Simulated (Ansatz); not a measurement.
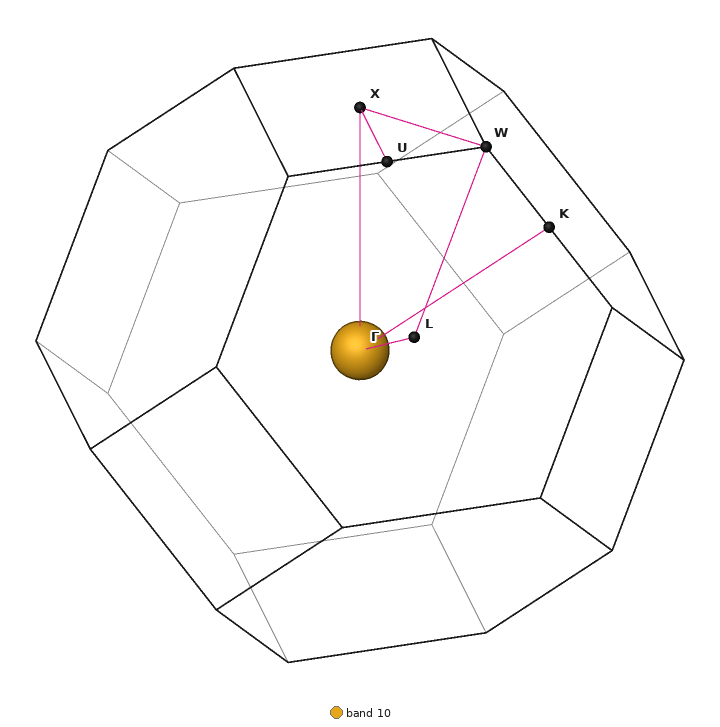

Constant-energy surfaces of GaN (space group F-43m, No. 216), 0.40 eV above the conduction-band minimum (one colour a band).

These are results of DFT PBE, scalar-relativistic, plane waves, PAW; levels and slopes on a dense k mesh at the converged density (Ansatz), not measurements. No spin polarisation. The levels come from a k mesh of 34×34×34 points. The geometry was not relaxed (residual pressure 5 GPa). The cell comes from a database of computed structures, not from a measurement.

Masses come from a second pass at points close to the extrema; at the energies drawn a band may no longer be parabolic.

### Describe the band extrema that these surfaces surround.

Band 10 forms the conduction edge. Within this energy: one minimum at Γ, mass 0.15 mₑ in all directions.

### And the gap?

The gap is direct, 1.72 eV at this level of theory (semilocal functionals give gaps that are too small, and can reorder valleys that lie close).

Where one band's surface lies inside another's, the outer one hides all or part of it.

Spin-orbit coupling, left out here, can split bands that meet at an edge and change their masses.
